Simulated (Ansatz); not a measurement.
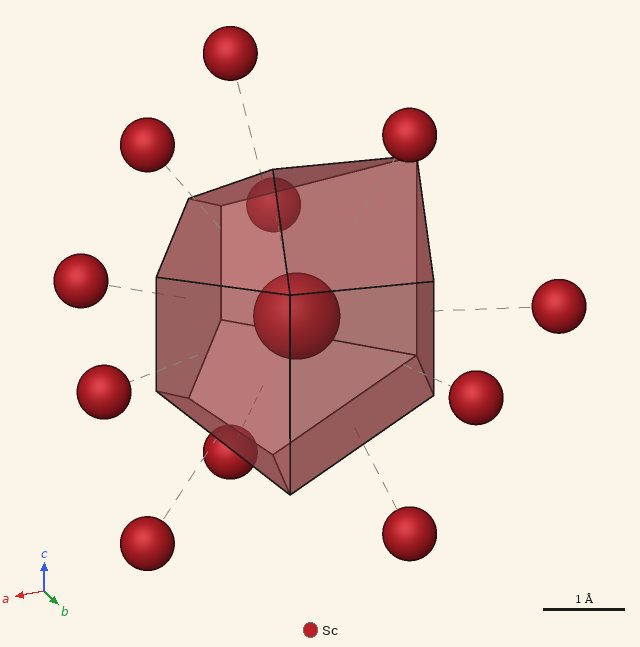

Voronoi–Dirichlet polyhedron, computed geometrically; every face belongs to one neighbour and no atomic radii are used. Central atom: Sc (8h) in Sc; faces take the colour of the neighbour behind them. Origin: coordinates from a relaxation with DFT r2SCAN, scalar-relativistic, plane waves, PAW in Ansatz.

Sc, space group I4/mcm (No. 140), a = 6.172 Å, b = 6.172 Å, c = 5.455 Å, α = 90.00°, β = 90.00°, γ = 90.00°

```csv
site,Wyckoff,x,y,z
Sc,8h,0.3359,0.1641,0.0000
```

Give the Voronoi index ⟨n3,n4,n5,n6,…⟩ (numbers of faces with 3, 4, 5, 6 … edges).

Answer. 11 faces, index ⟨0,10,0,1⟩.

What is the volume of this Voronoi cell?

Answer. 26.0 Å³, equal to the mean volume per atom.

Which neighbours share a face with the central atom?

Answer. 11 Sc (100 % of the solid angle).
